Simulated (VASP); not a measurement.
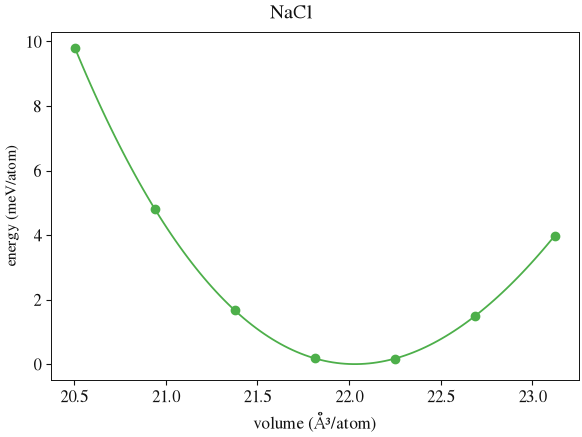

The picture above shows the energy against volume for NaCl, space group Fm-3m (No. 225).

The given structure:
```
Cl Na
1.0
     0.00000    2.79406    2.79406
     2.79406    0.00000    2.79406
     2.79406    2.79406    0.00000
Cl Na
1 1
Direct
  0.50000 0.50000 0.50000
  0.00000 0.00000 0.00000
```

Calculation (VASP 6.6.1): plane-wave DFT, no spin polarisation; energies at scaled volumes of the given cell, shape and fractions fixed, counted from the fit's minimum, third-order Birch-Murnaghan fit. Level: PBEsol.

k mesh 8×8×8; occupations Fermi–Dirac; smearing width 0.05 eV; potentials VASP PAW PBE potentials, recommended; wave cutoff 520 eV.

This calculation gives: equilibrium volume 22.03 Å³/atom and bulk modulus 25.9 GPa.

Now Na is replaced by K on all its sites, which gives KCl in the same structure. The second calculation uses k mesh 7×7×7. Predict the effect.

The equilibrium volume rises from 22.03 to 30.57 Å³/atom (+39 %) and the bulk modulus falls from 25.9 to 18.4 GPa (−29 %).

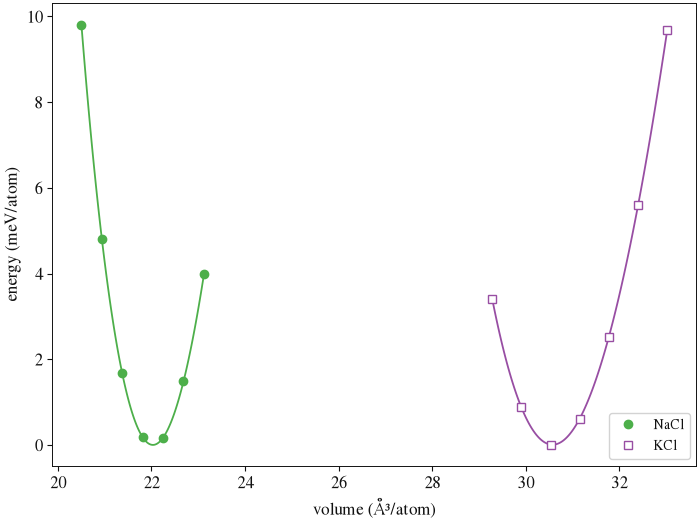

The two results together.

V0 and the bulk modulus come from third-order Birch–Murnaghan fits.
